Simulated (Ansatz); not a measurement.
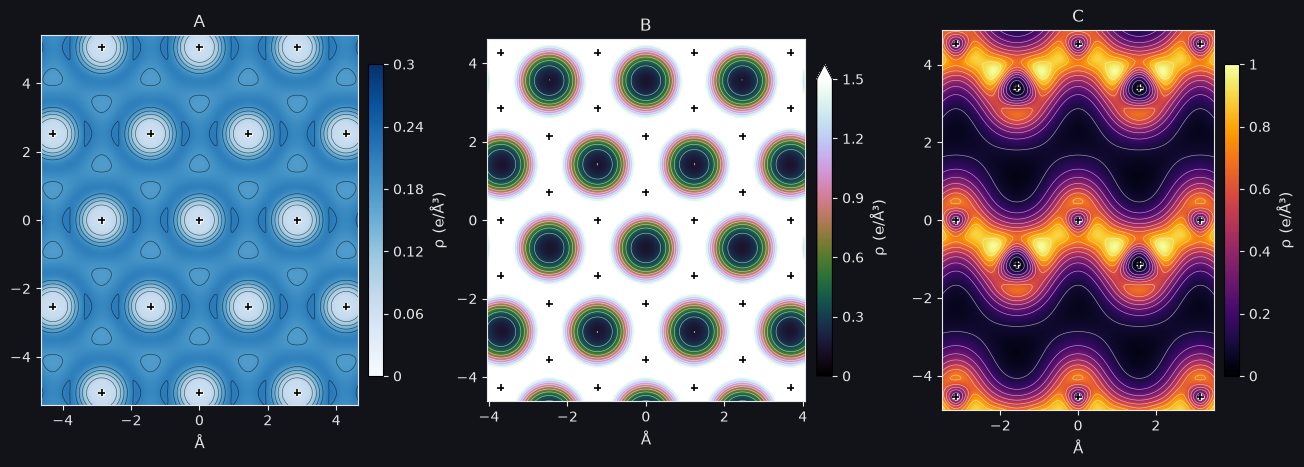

The valence charge density (pseudo) of 3 systems, each on a plane through atoms (crosses mark nuclei in the plane).

Theory: DFT, PBE, PAW with Ansatz's default frozen-core files, scalar-relativistic in Ansatz 0.2.0.

System 1: Al, the (101̄) plane of the conventional cell. Space group I4/mmm; changed on purpose from its base cell (zz strain of +3 %, PAW files); computed pressure about −2 GPa in this cell; computed without spin polarisation.

```
CELL_PARAMETERS angstrom
2.02398 -2.02398 0.00000
2.02398 2.02398 0.00000
0.00000 0.00000 4.16940
ATOMIC_POSITIONS crystal
Al 0.00000 0.00000 0.00000
Al 0.50000 0.50000 0.50000
```

System 2: BP, the (010) plane of the conventional cell. Space group I-4m2; changed on purpose from its base cell (equal xx and yy strain of -2 %, PAW files); computed pressure about 8 GPa in this cell.

System 3: C, the (001) plane of the conventional cell. Space group Fmmm.

```xyz
8
Lattice="2.4642 0.0000 0.0000 0.0000 4.2681 0.0000 0.0000 0.0000 6.7182" Properties=species:S:1:pos:R:3 pbc="T T T"
C     0.0000    0.7114    0.0000
C     1.2321    2.8454    0.0000
C     1.2321    0.7114    3.3591
C     0.0000    2.8454    3.3591
C     1.2321    1.4227    0.0000
C     0.0000    3.5568    0.0000
C     0.0000    1.4227    3.3591
C     1.2321    3.5568    3.3591
```

> Which map belongs to which system?

Panel A is system 1, Al: the plane holds Al. Al–Al (2.86 Å): ρ is about 0.2 e/Å³ halfway. Panel B is system 3, C: the plane holds C. C–C (1.42 Å): ρ is about 2 e/Å³ halfway. Panel C is system 2, BP: the plane holds B and P. B–P (1.94 Å): ρ is about 0.93 e/Å³ halfway.
